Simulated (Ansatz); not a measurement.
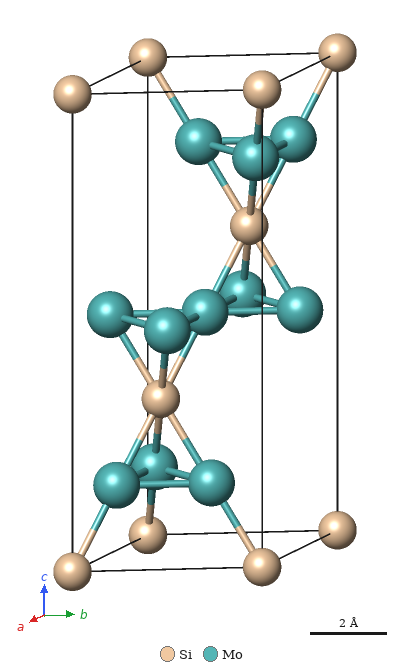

Ball-and-stick model, viewed slightly off an axis. The conventional unit cell is outlined; an atom on or near a face, edge or corner is repeated at each equivalent position. Cell: a = 5.05 Å, b = 5.05 Å, c = 12.91 Å, α = 90.00°, β = 90.00°, γ = 120.00°.

The structure was taken from a random cell made by a generator, so it need not be a real form of the compound. Earlier steps of the study, as a rule a relaxation of our own, may have changed the cell and positions, so they can lie some per cent off the listed ones. A calculation with Ansatz used it as input.

Question: Summary of the structure:

Answer: The structure is one of SiMo$_{3}$. Symmetry: R-3m (No. 166), rhombohedral (trigonal R) lattice. Content of the cell: 3 Si, 9 Mo (Z = 3). The neighbours of Si are six Mo at about 2.6 Å. Mo bonds to four Mo and two Si (about 2.5 Å to Mo, 2.6 Å to Si). The bonds build a three-dimensional framework.

All computed values are from DFT PBE, scalar-relativistic, plane waves, PAW (Ansatz 0.2.0). Settings: cutoff 420 eV, k-points about 0.13 Å⁻¹ apart, Gaussian smearing of 0.1 eV, no spin polarisation.

Question: Metal or not?

Answer: A metal: bands cross the Fermi level.

Question: Give the Bader charge of each element.

Answer: Si -0.45 e; Mo +0.15 e.

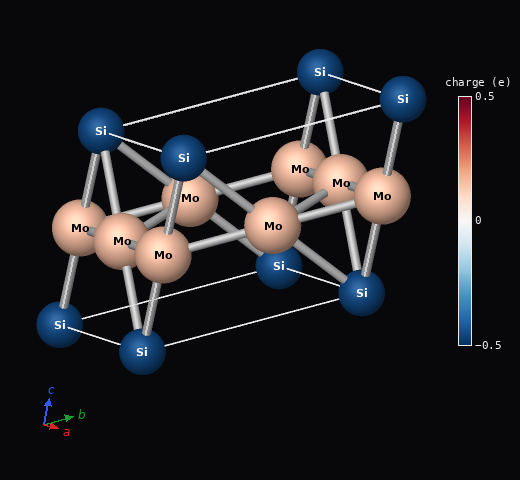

The atoms coloured by those charges. The run's cell of 4 atoms is drawn in a reduced setting, so axes and origin can differ from the first picture.

Question: Does this geometry sit at a stationary point of the energy?

Answer: Yes. All forces vanish to within 0.01 eV/Å. The pressure is 0.0 GPa, close to zero.
